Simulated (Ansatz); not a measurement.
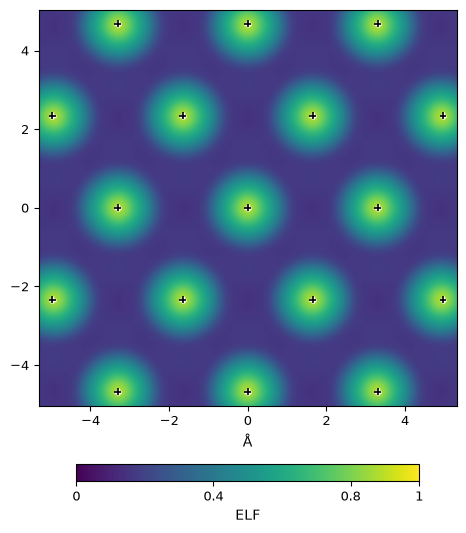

The electron localisation function on a plane through atoms (crosses mark nuclei in the plane).

Computed with DFT PBEsol, scalar-relativistic, plane waves, PAW in Ansatz 0.2.0.

Candidates:
A. Ag, a = 3.31 Å, b = 4.68 Å, c = 4.68 Å, α = 90.00°, β = 90.00°, γ = 90.00°. Space group Cmcm; a structure from a database of computed crystals, not necessarily the ambient phase; computed pressure about −7 GPa in this cell.
B. Al₃Ni₅, a = 3.72 Å, b = 6.59 Å, c = 7.38 Å, α = 90.00°, β = 90.00°, γ = 90.00°. Space group Amm2; a structure from a database of computed crystals, not necessarily the ambient phase; not relaxed (largest force 0.3 eV/Å); computed without spin polarisation.

Which candidate gave the map?

Answer. Candidate A: Ag on the (001) plane of the conventional cell, which holds Ag. Ag–Ag (2.87 Å): the ELF is about 0.15 at the midpoint: no localised pair shows between them.
